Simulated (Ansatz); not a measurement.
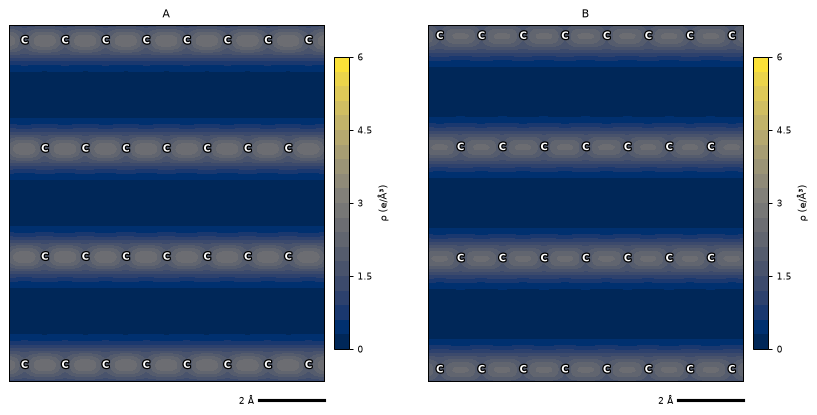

C. The valence pseudo-density of two cells that differ in size, on the (110) plane of each (indices in the axes of the calculation cell), at one length scale and on one colour scale: B has 13.0 Å³ an atom and A 11.9.

The calculation used DFT, PBEsol, plane waves (420 eV) with PAW, scalar-relativistic (Ansatz 0.2.0).

Core electrons are frozen (PAW), and the valence fields are smoothed inside the atomic spheres.

**What changes from the larger cell to the smaller?**

From the larger cell to the smaller, C–C goes from 1.28 to 1.25 Å, and the density at its midpoint from 2.5 to 2.6 e/Å³; the pressure goes from 0.2 to 17 GPa.
